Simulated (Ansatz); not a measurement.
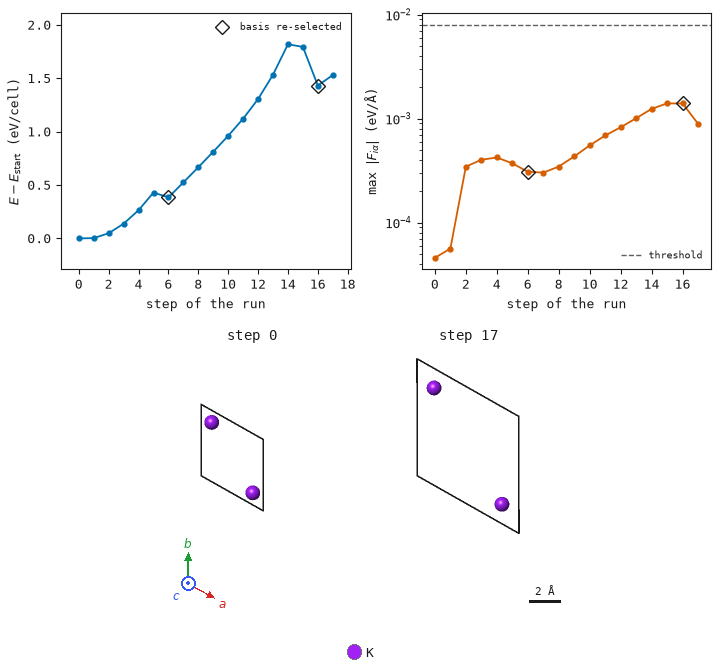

First and last geometry of a relaxation of a crystal of K (set up in Cmcm), with the history of the run. Style: ball-and-stick. Shown: the cell of the calculation, along the c axis.

Case: relaxed at -1 GPa.

Level of theory: DFT PBEsol, scalar-relativistic, plane waves, PAW in Ansatz. (plane-wave cutoff 420 eV; k-point mesh 10 × 10 × 6; occupations gaussian; smearing width 0.1 eV; target pressure -1 GPa; no spin polarisation; cell and atoms relaxed; force threshold 0.008 eV/Å; at most 50 steps)

> What do the curves and the structures tell?

The run was cut off at its time limit before the relaxation converged, so the last structure is only a point on the way. The largest moves relative to the cell, 0.026 Å, are those of K atoms. The volume changes by +333.2 %, with a = b 4.675 → 7.664 Å (+63.9 %), c 7.553 → 12.192 Å (+61.4 %), γ 119.5° → 119.6°. The space group stays Cmcm (No. 63). After 15 accepted moves (17 points after the start) the energy has risen by 1.530 eV per cell of the calculation. With the target pressure of -1 GPa, the enthalpy E + pV changes by −1.459 eV per cell of the calculation. Pressure: −0.04 GPa at the start and −0.29 GPa at the end. The SCF was repeated twice at an unchanged geometry on a basis and grid sized afresh for the cell, which shifted the energy by 0.361 eV per cell of the calculation at most.
